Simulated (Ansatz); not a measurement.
**What a change does: single-point calculation on MgO**

System: MgO (P1, 8 atoms in the cell).
Method of run A: DFT PBEsol, scalar-relativistic, plane waves, PAW, no spin polarisation (Ansatz 0.2.0).

The structure derives from an entry of the Crystallography Open Database. Text and figures count atoms from 1; the logs count them from 0 in places.

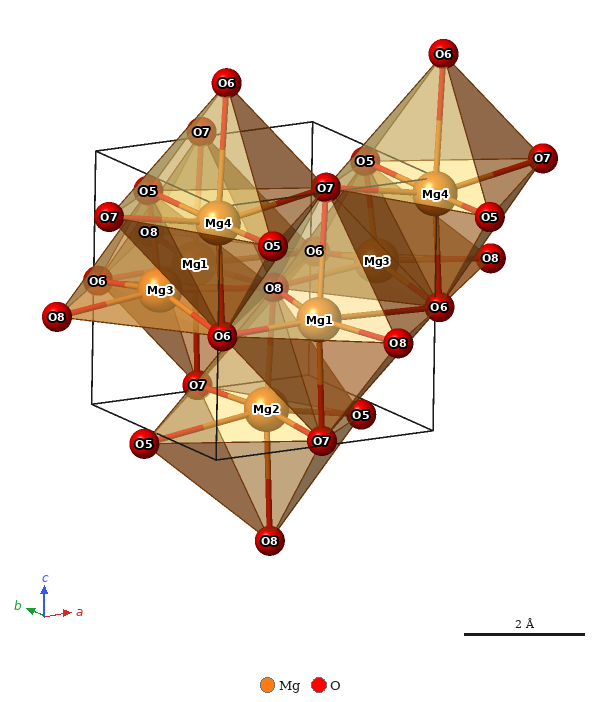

The input geometry (polyhedral view of the cell of the calculation, set on other vectors, seen at an oblique angle; polyhedra are completed across the faces of the cell; atoms are numbered from 1 in the order of the input). An atom can appear more than once, as a periodic image.

## Input, run A
```yaml
crystal:
  lattice:
    - [4.2349229058, -0.0410448149, -0.0210037258]
    - [0.0410448149, -4.3603791024, -0.0388561645]
    - [0.0210037258, -0.0388561645, -4.2080837446]
  atoms:
    - { symbol: Mg, position: [-0.0028675301, 0.5014502209, 0.4634539808] }
    - { symbol: Mg, position: [0.51027961, 0.0274410929, 0.5243690999] }
    - { symbol: Mg, position: [0.4809206898, 0.5649877501, 0.0051508134] }
    - { symbol: Mg, position: [0.0195437045, -0.0683863852, 0.0030315634] }
    - { symbol: O, position: [0.483173789, -0.0361475139, -0.0530522958] }
    - { symbol: O, position: [0.0162404431, 0.4811726605, 0.0298188172] }
    - { symbol: O, position: [0.0339733623, 0.0094749748, 0.5073733462] }
    - { symbol: O, position: [0.4587359314, 0.5200071999, 0.519854675] }
basis:
  ecutwfc: 420
kpoints:
  mp_grid: { grid: [6, 6, 6] }
hamiltonian:
  xc: pbesol
scf:
  occupations: { method: gaussian, width: 0.05 }
output:
  forces: true
  stress: true
  eigenvalues: true
```

Command:
```bash
ansatz run input.yaml --threads 2 --pin off --max-ram 5120MiB --backend cpu --events-out ev --progress --plain --runs-dir out
```

Hardware: 2 threads of Arm Neoverse V1, 24 GiB of memory available, shared host.

## Output, shortened to warnings, some set-up lines, iterations and results (run A)
```
Basis set: ecut = 420 eV, 1503 PW (Γ), exchange–correlation on 60×60×60 points (8 copies of the dense FFT grid, shifted against one another)
Symmetry: 1 space group operations
k-points: 112 of 216 (time reversal used)
Initial density: superposition of atomic densities (neutral atoms: chi_scale 0, normalization atom), corrected by the library's trained network
[...]
SCF iter   1: F=—  HF=-9900.993356 eV  |F-HF|=—  |Δ(HF+E_count)|=         —  Δρ=1.47e-2  dr2=1.37e-1  ethr=1.77e-3  ⟨swp⟩=6.2  Hψ=18925  notcnv=0  defer=10
SCF iter   2: F=—  HF=-9900.953186 eV  |F-HF|=—  |Δ(HF+E_count)|=   4.02e-2  Δρ=2.59e-3  dr2=2.33e-3  ethr=2.14e-4  ⟨swp⟩=2.0  Hψ=7404  notcnv=0  defer=334
SCF iter   3: F=—  HF=-9900.952581 eV  |F-HF|=—  |Δ(HF+E_count)|=   6.05e-4  Δρ=1.13e-3  dr2=7.76e-4  ethr=3.63e-6  ⟨swp⟩=2.2  Hψ=7016  notcnv=0  defer=222
SCF iter   4: F=—  HF=-9900.952553 eV  |F-HF|=—  |Δ(HF+E_count)|=   2.85e-5  Δρ=7.18e-4  dr2=2.88e-4  ethr=1.21e-6  ⟨swp⟩=2.0  Hψ=4784  notcnv=0  defer=222
SCF iter   5: F=—  HF=-9900.952491 eV  |F-HF|=—  |Δ(HF+E_count)|=   6.20e-5  Δρ=1.65e-4  dr2=2.46e-5  ethr=4.50e-7  ⟨swp⟩=2.0  Hψ=5795  notcnv=0  defer=222
SCF iter   6: F=—  HF=-9900.952607 eV  |F-HF|=—  |Δ(HF+E_count)|=   1.16e-4  Δρ=3.62e-5  dr2=1.43e-6  ethr=3.85e-8  ⟨swp⟩=2.0  Hψ=7282  notcnv=0  defer=222
SCF iter   7: F=—  HF=-9900.952607 eV  |F-HF|=—  |Δ(HF+E_count)|=   1.62e-8  Δρ=1.79e-5  dr2=1.91e-7  ethr=2.24e-9  ⟨swp⟩=2.0  Hψ=5900  notcnv=0  defer=222
SCF iter   8: F=-9900.952607 eV  HF=-9900.952607 eV  |F-HF|=4.42e-10  |Δ(HF+E_count)|=   4.57e-8  Δρ=4.55e-6  dr2=1.01e-8  ethr=1.56e-10  ⟨swp⟩=7.8  Hψ=16626  notcnv=0
SCF 1 converged in 8 iterations: F = -9900.952607 eV  dr2 = 1.01e-8
SCF converged after 8 iterations
Free energy (F): -9900.952607 eV
Harris-Foulkes:  -9900.952607 eV  (|F-HF|=4.42e-10)
Internal energy: -9900.952607 eV  (E = F + TS)
E sigma→0 (E₀):  -9900.952607 eV
Fermi energy:    9.557410 eV
--- Per-component energies (eV) ---
  E_band       = -1200.096365
  E_kinetic    = 1021.830619
  E_local      = -6715.667941  (includes V_loc(G=0)·N_el)
  E_nonlocal   = 576.042790
  E_hartree    = 2348.202167
  E_xc         = -415.854667
  E_vxc        = -535.808812  (∫ρ·V_xc dr)
  E_paw        = -1731.461145  (= ΣΔE_a)
  E_vpaw       = -242.905962  (= ΣTr[D̂ρ^β])
  E_aug_tail   = 0.009894  (compensation charges beyond the density's cutoff)
  E_ewald      = -4984.430925
  E_core_change = 0.376601  (= ΣΔE_core)
  E_smearing   = -0.000000  (= −TS)
  E_closure    = 0.000000  (closes the sum)
  Σ components = -9900.952607   (vs F -9900.952607, Δ=0.00e0)
--- Forces (eV/Å), atoms counted from 1 ---
  atom   1  Mg    -0.28097878     0.68924939    -3.00225657
  atom   2  Mg    -0.04047430    -0.34075487     2.30553271
  atom   3  Mg     0.87922037     4.85387460    -0.10817077
  atom   4  Mg    -0.91705710    -2.86459196     0.45127032
  atom   5  O      1.39526100    -3.04405802    -3.54180448
  atom   6  O     -1.26944274    -0.31765392     2.09206455
  atom   7  O     -1.96704254     0.53106628     0.73075585
  atom   8  O      2.20053802     0.49283051     1.07258125
  max |Σ_I F_I| component: 3.80e-5 eV/Å
--- Stress (GPa, compression-positive) ---
        2.806642       2.864958       1.014669
        2.864960      10.430380      -4.838350
        1.014668      -4.838350      13.586882
  P = ⅓ Tr σ = 8.9413 GPa (89.413 kbar)
```

For run B the input was changed thus:
```diff
-    - [4.2349229058, -0.0410448149, -0.0210037258]
-    - [0.0410448149, -4.3603791024, -0.0388561645]
-    - [0.0210037258, -0.0388561645, -4.2080837446]
+    - [4.2400261498, 0.1230923425, -0.0495345033]
+    - [-0.1230923425, -4.3488065764, 0.1675360144]
+    - [0.0495345033, 0.1675360144, -4.338134455]
-    - { symbol: Mg, position: [-0.0028675301, 0.5014502209, 0.4634539808] }
-    - { symbol: Mg, position: [0.51027961, 0.0274410929, 0.5243690999] }
-    - { symbol: Mg, position: [0.4809206898, 0.5649877501, 0.0051508134] }
-    - { symbol: Mg, position: [0.0195437045, -0.0683863852, 0.0030315634] }
-    - { symbol: O, position: [0.483173789, -0.0361475139, -0.0530522958] }
-    - { symbol: O, position: [0.0162404431, 0.4811726605, 0.0298188172] }
-    - { symbol: O, position: [0.0339733623, 0.0094749748, 0.5073733462] }
-    - { symbol: O, position: [0.4587359314, 0.5200071999, 0.519854675] }
+    - { symbol: Mg, position: [-0.0004850065, 0.4942042346, 0.50609893] }
+    - { symbol: Mg, position: [0.4948344062, -0.0026204142, 0.4921733186] }
+    - { symbol: Mg, position: [0.5099794505, 0.5078686483, -0.0024307289] }
+    - { symbol: Mg, position: [-0.0049748012, 0.0062137141, -0.0104764491] }
+    - { symbol: O, position: [0.5019828638, -0.0074034808, 0.0070694577] }
+    - { symbol: O, position: [-0.0009489344, 0.5040248226, -0.0040463254] }
+    - { symbol: O, position: [-0.0069941091, -0.0088503291, 0.5071295116] }
+    - { symbol: O, position: [0.5066061307, 0.5065628044, 0.5044822853] }
```

What does this change do to the results?

With the same functional and potentials, run B lies 246.3 meV per atom lower. The gap on the mesh goes from 3.91 to 3.58 eV. The pressure goes from 8.94 to −8.05 GPa. The largest force goes from 4.934 to 0.579 eV/Å. The volume per atom goes from 9.71 to 9.97 Å³. The SCF takes 6 iterations against 8. The plane waves at Γ go from 1503 to 1561.

## Output, shortened to warnings, some set-up lines, iterations and results (run B)
```
Basis set: ecut = 420 eV, 1561 PW (Γ), exchange–correlation on 60×60×60 points (8 copies of the dense FFT grid, shifted against one another)
Symmetry: 1 space group operations
k-points: 112 of 216 (time reversal used)
Initial density: superposition of atomic densities (neutral atoms: chi_scale 0, normalization atom), corrected by the library's trained network
[...]
SCF iter   1: F=—  HF=-9902.962015 eV  |F-HF|=—  |Δ(HF+E_count)|=         —  Δρ=1.42e-2  dr2=1.30e-1  ethr=1.77e-3  ⟨swp⟩=6.0  Hψ=18677  notcnv=0  defer=39
SCF iter   2: F=—  HF=-9902.927695 eV  |F-HF|=—  |Δ(HF+E_count)|=   3.43e-2  Δρ=4.46e-3  dr2=1.60e-2  ethr=2.03e-4  ⟨swp⟩=2.0  Hψ=6456  notcnv=0  defer=340
SCF iter   3: F=—  HF=-9902.923626 eV  |F-HF|=—  |Δ(HF+E_count)|=   4.07e-3  Δρ=9.20e-4  dr2=4.38e-4  ethr=2.50e-5  ⟨swp⟩=2.0  Hψ=5830  notcnv=0  defer=228
SCF iter   4: F=—  HF=-9902.923584 eV  |F-HF|=—  |Δ(HF+E_count)|=   4.15e-5  Δρ=8.47e-5  dr2=4.97e-6  ethr=6.84e-7  ⟨swp⟩=2.2  Hψ=5966  notcnv=0  defer=228
SCF iter   5: F=—  HF=-9902.922759 eV  |F-HF|=—  |Δ(HF+E_count)|=   8.25e-4  Δρ=2.17e-5  dr2=1.64e-7  ethr=7.77e-9  ⟨swp⟩=2.0  Hψ=7723  notcnv=0  defer=228
SCF iter   6: F=-9902.922759 eV  HF=-9902.922759 eV  |F-HF|=2.78e-9  |Δ(HF+E_count)|=   1.38e-7  Δρ=2.85e-6  dr2=4.28e-9  ethr=1.56e-10  ⟨swp⟩=7.8  Hψ=17688  notcnv=0
SCF 1 converged in 6 iterations: F = -9902.922759 eV  dr2 = 4.28e-9
SCF converged after 6 iterations
Free energy (F): -9902.922759 eV
Harris-Foulkes:  -9902.922759 eV  (|F-HF|=2.78e-9)
Internal energy: -9902.922759 eV  (E = F + TS)
E sigma→0 (E₀):  -9902.922759 eV
Fermi energy:    9.356261 eV
--- Per-component energies (eV) ---
  E_band       = -1221.672185
  E_kinetic    = 1012.671082
  E_local      = -6573.551748  (includes V_loc(G=0)·N_el)
  E_nonlocal   = 574.656901
  E_hartree    = 2271.744232
  E_xc         = -413.157503
  E_vxc        = -532.224901  (∫ρ·V_xc dr)
  E_paw        = -1732.746447  (= ΣΔE_a)
  E_vpaw       = -246.719319  (= ΣTr[D̂ρ^β])
  E_aug_tail   = 0.009804  (compensation charges beyond the density's cutoff)
  E_ewald      = -5042.925682
  E_core_change = 0.376601  (= ΣΔE_core)
  E_smearing   = -0.000000  (= −TS)
  E_closure    = -0.000000  (closes the sum)
  Σ components = -9902.922759   (vs F -9902.922759, Δ=0.00e0)
--- Forces (eV/Å), atoms counted from 1 ---
  atom   1  Mg     0.10466401    -0.18429910     0.20681904
  atom   2  Mg     0.07714286    -0.00103438    -0.20965873
  atom   3  Mg    -0.35444877     0.15746203    -0.11251667
  atom   4  Mg     0.20030400     0.18373456    -0.30663815
  atom   5  O     -0.18094040    -0.42816243     0.16850552
  atom   6  O      0.19334236     0.26414485    -0.17111577
  atom   7  O      0.30556165    -0.41952328     0.25637265
  atom   8  O     -0.34563003     0.42767787     0.16822306
  max |Σ_I F_I| component: 9.04e-6 eV/Å
--- Stress (GPa, compression-positive) ---
       -6.577379      -8.144477       4.280711
       -8.144477      -8.920405      10.142431
        4.280711      10.142431      -8.638596
  P = ⅓ Tr σ = -8.0455 GPa (-80.455 kbar)
```

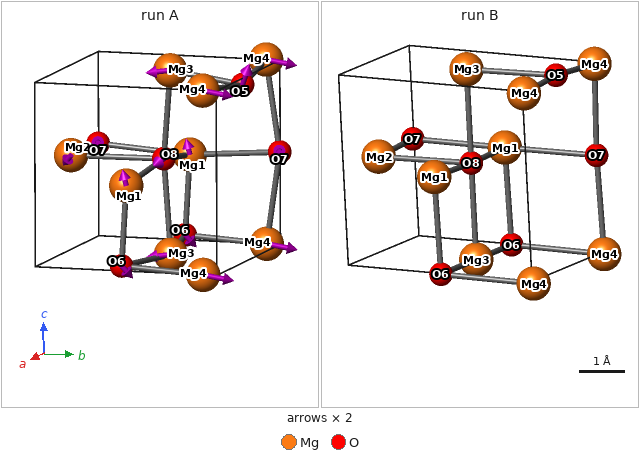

The two input geometries at one scale (ball-and-stick view of the cell of the calculation, seen slightly off an axis). The pink arrows on the first give the shifts of the atoms relative to the cell, with their mean removed, magnified 2 times. The atom that moves furthest relative to the cell is Mg4 (0.36 Å). By element the largest moves are Mg 0.36 Å, O 0.29 Å. (The mean shift of all atoms is removed.) Cell: a 4.235 → 4.242 Å (+0.2 %), b 4.361 → 4.354 Å (−0.2 %), c 4.208 → 4.342 Å (+3.2 %), α 89.0° → 94.4°, β 89.4° → 88.6°, γ 88.9° → 93.3°. Volume +2.7 %. Among the contacts that change: Mg2–O5 1.798 → 2.238 Å, Mg3–O5 2.637 → 2.245 Å, Mg1–O6 1.830 → 2.219 Å, Mg4–O6 2.401 → 2.164 Å.

## The two runs side by side

| quantity | run A | run B |
| --- | --- | --- |
| outcome | converged | converged |
| free energy per atom (eV) | −1237.6191 | −1237.8653 |
| gap on the mesh (eV) | 3.91 | 3.58 |
| pressure (GPa) | 8.94 | −8.05 |
| volume per atom (Å³) | 9.71 | 9.97 |
| largest force (eV/Å) | 4.934 | 0.579 |
| SCF iterations | 8 | 6 |
| irreducible k-points | 112 | 112 |
| plane waves at Γ | 1503 | 1561 |
| wall time (shared host) | 16 s | 14 s |

For run B: The cell is under a tension of 8.0 GPa at this level, so it is not at its equilibrium volume.
